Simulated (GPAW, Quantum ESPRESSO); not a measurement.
The Ga K edge of atom 1 in GaN (P6_3mc), with 1 N at 1.94 Å and 3 N at 1.95 Å (tetrahedral, site symmetry 3m), was computed in 2 ways: full core hole (charged cell) and no core hole. Program and functional: Quantum ESPRESSO XSpectra, LDA, Lorentzian half width 0.91 eV up to 4 eV, rising linearly to 1.75 eV at 25 eV (not a setting of the program: the run's 0.4 eV curve was folded afterwards with a further Lorentzian); cells of 4 and 32 atoms (the run without a hole in the smaller).

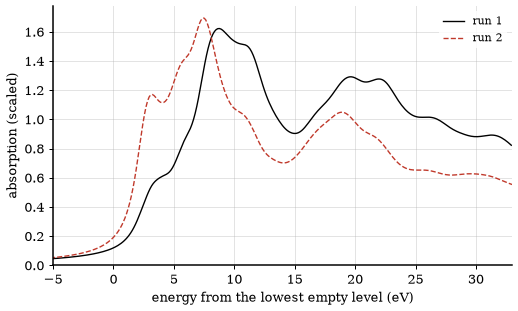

Each run is counted from its own lowest empty level or Fermi level and scaled to a mean of 1 over its first 20 eV. (XSpectra's own axis starts at xe0, in the gap; it has been shifted.)

The database entry behind the starting cell differs from later determinations by our own check (about 0.3 % short, ideal inner coordinate), so it need not match the best structure at ambient conditions.

Which run is which?

Run 1: no core hole (area from −2 to 6 eV 3.0, main maxima 8.8 eV (1.62) and 19.6 eV (1.29)). Run 2: full core hole (charged cell) (area from −2 to 6 eV 5.7, main maxima 3.2 eV (1.17), 7.5 eV (1.69) and 18.8 eV (1.05)). With each curve scaled to its own mean, the area from −2 to 6 eV with the hole is 5.7 against 3.0, and the centre of weight from −1 to 20 eV moves by -1.5 eV: the hole pulls the absorber's empty states down.

[Hosts, paths, dates, database ids (printed as entryN), source tags and the programs' standing remarks are cut or masked in the printed files.]

[Lists of maxima count a maximum above −3 eV only where it reaches 4 % of the highest in the window and stands out from its surroundings by 2 % of it (1.5 % where it reaches 55 %); shoulders and weaker maxima are passed over, and of the rest the first, up to two pre-edge ones and the few strongest are named.]
